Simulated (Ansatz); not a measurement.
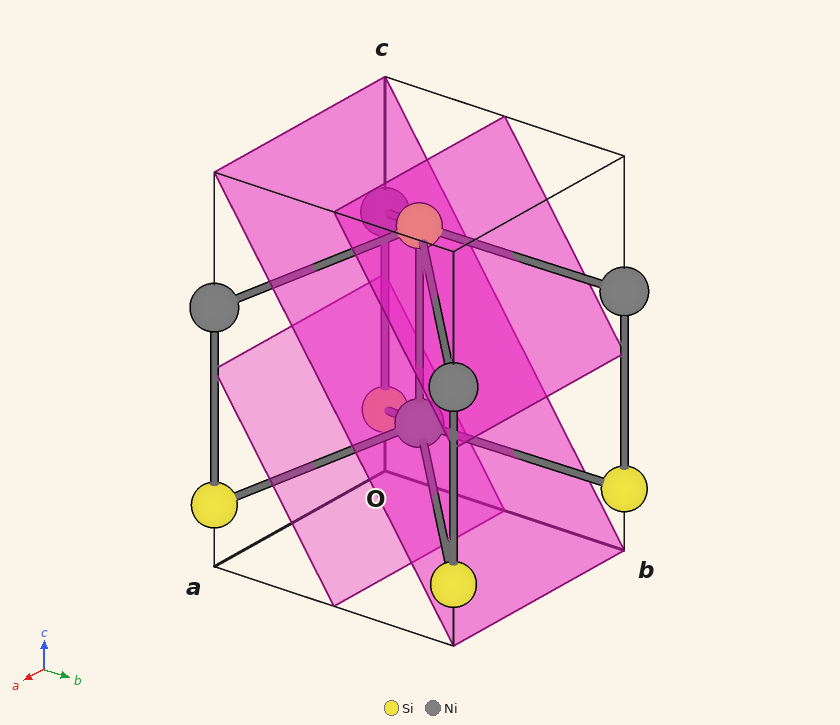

Every member of one family of equally spaced planes, hx + ky + lz = a whole number, that cuts the unit cell is shaded (one member passes through the origin O, touching the cell only at an edge or corner). Crystal: SiNi, coordinates from a relaxation at fixed volume with DFT PBE, scalar-relativistic, plane waves, PAW (Ansatz). Symmetry computed with spglib at a tolerance of 0.002 Å; standard conventional cell.

a = 3.000 Å, b = 3.236 Å, c = 4.684 Å, α = 90.00°, β = 90.00°, γ = 90.00°.

Question: What are the Miller indices?

Answer: (0 2 2); the opposite sign names the same planes. The member next to the origin meets the axes a never, b at 1/2, c at 1/2.

Question: What is the spacing?

Answer: d = 1.331 Å.

Question: Which atoms of the cell lie in these planes (within 0.03 Å)?

Answer: No atom.

Question: The space group is No. 59, Pmmn, origin choice 1. How many reflections hkl are equivalent to this one (itself included), and does it occur?

Answer: 4 reflections are equivalent in the Laue class mmm. The space group allows the reflection.
